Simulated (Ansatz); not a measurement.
Given this structure, coordinates from a relaxation with Ansatz 0.2.0, DFT, LDA (PW92), plane waves (420 eV) with PAW, scalar-relativistic; the starting structure was generated, so it need not be a known form of this composition, written in its standard cell:

```
Pd
1.0
     5.61827    0.00000    0.00000
     0.00000    5.61827    0.00000
     0.00000    0.00000    5.61827
Pd
8
Direct
  0.75000 0.75000 0.75000
  0.00000 0.50000 0.00000
  0.75000 0.25000 0.25000
  0.00000 0.00000 0.50000
  0.25000 0.75000 0.25000
  0.50000 0.50000 0.50000
  0.25000 0.25000 0.75000
  0.50000 0.00000 0.00000
```

Predict the [110] zone-axis pattern (120 kV, kinematic, B = 0.3 Å²).

Answer. The spots form a centred rectangular net with both shortest vectors at d = 3.24 Å, 70.5° apart. They are -1 1 -1 and -1 1 1. The pattern has symmetry 2mm. The lattice centring (F) removes all reflections that break h + k = 2n, h + l = 2n; a screw axis and a glide plane both extinguish reflections such as 0 0 2; reflections such as 2 -2 -2, 2 -2 2, 4 -4 -2 are allowed by the space group but vanish because the atoms sit on special positions.

Strongest reflections with d > 1.00 Å, one of each family (|F|² from tabulated Gaussian fits of the electron scattering factors, times a small damping for the curvature of the Ewald sphere):

| hkl | d (Å) | I (strongest = 100) |
| --- | --- | --- |
| 2 -2 0 | 1.986 | 100 |
| 1 -1 1 | 3.244 | 91 |
| 0 0 4 | 1.405 | 51 |
| 1 -1 3 | 1.694 | 38 |
| 2 -2 4 | 1.147 | 30 |
| 3 -3 1 | 1.289 | 21 |

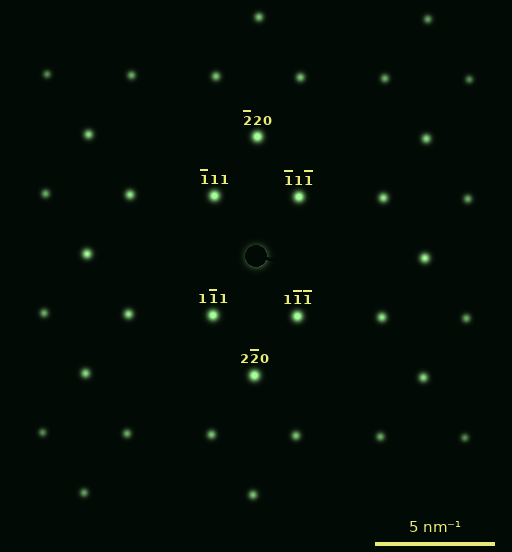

Calculated pattern, seen from the source side with [110] pointing towards the source.
